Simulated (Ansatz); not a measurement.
```yaml
crystal:
  lattice:
    - [0.00000, 0.00000, -12.27400]
    - [7.62200, 0.00000, 0.00000]
    - [0.00000, -6.60084, 6.13700]
  atoms:
    - { symbol: Sn, position: [0.00000, 0.00000, 0.50000] }
    - { symbol: Sn, position: [0.50000, 0.50000, 0.50000] }
    - { symbol: Sn, position: [0.50000, 0.00000, 0.50000] }
    - { symbol: Sn, position: [0.00000, 0.50000, 0.50000] }
    - { symbol: Sn, position: [0.75000, 0.25000, 0.00000] }
    - { symbol: Sn, position: [0.25000, 0.75000, 0.00000] }
    - { symbol: Sn, position: [0.25000, 0.25000, 0.00000] }
    - { symbol: Sn, position: [0.75000, 0.75000, 0.00000] }
    - { symbol: Se, position: [0.68659, 0.00000, 0.14181] }
    - { symbol: Se, position: [0.18659, 0.50000, 0.14181] }
    - { symbol: Se, position: [0.20833, 0.00000, 0.16667] }
    - { symbol: Se, position: [0.70833, 0.50000, 0.16667] }
    - { symbol: Se, position: [0.45833, 0.25000, 0.66667] }
    - { symbol: Se, position: [0.95833, 0.75000, 0.66667] }
    - { symbol: Se, position: [0.95833, 0.25000, 0.66667] }
    - { symbol: Se, position: [0.45833, 0.75000, 0.66667] }
    - { symbol: Se, position: [0.54167, 0.25000, 0.33333] }
    - { symbol: Se, position: [0.04167, 0.75000, 0.33333] }
    - { symbol: Se, position: [0.04167, 0.25000, 0.33333] }
    - { symbol: Se, position: [0.54167, 0.75000, 0.33333] }
    - { symbol: Se, position: [0.79167, 0.00000, 0.83333] }
    - { symbol: Se, position: [0.29167, 0.50000, 0.83333] }
    - { symbol: Se, position: [0.29167, 0.00000, 0.83333] }
    - { symbol: Se, position: [0.79167, 0.50000, 0.83333] }
```

Space group Cm; changed on purpose from its base cell (atom 5 (Se) moved -0.200 A towards its neighbour atom 1 (Sn) at 2.682 A); not relaxed (largest force 0.8 eV/Å); computed pressure about 5 GPa in this cell.

All numbers below come from Ansatz, DFT PBE, scalar-relativistic, plane waves, PAW.

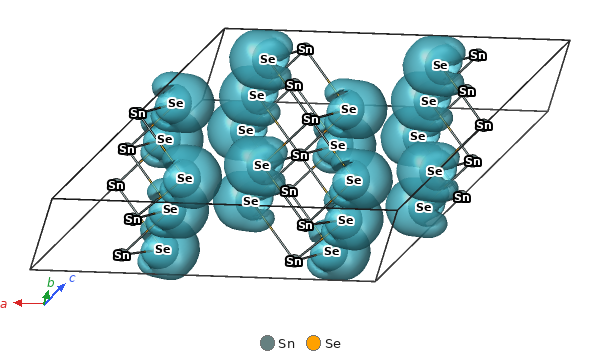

SnSe₂. Isosurface of the electron localisation function at 0.75 (cyan), seen at an oblique angle. Only the valence region is drawn (cores and ρ < 0.01 e/Å³ removed). Sticks mark near contacts.

Core electrons are frozen (PAW), and the valence fields are smoothed inside the atomic spheres.

Question: What do the ELF domains correspond to?

Answer: The surface consists of 16 regions wrapped around Se (the valence shell of each), counted in one cell of 24 atoms. Any copies at cell faces, edges or corners count once. Profiles from the grid: Sn–Se (2.68 Å): the ELF is about 0.60 at the midpoint. Sn–Se (2.88 Å): the ELF is about 0.55 at the midpoint.
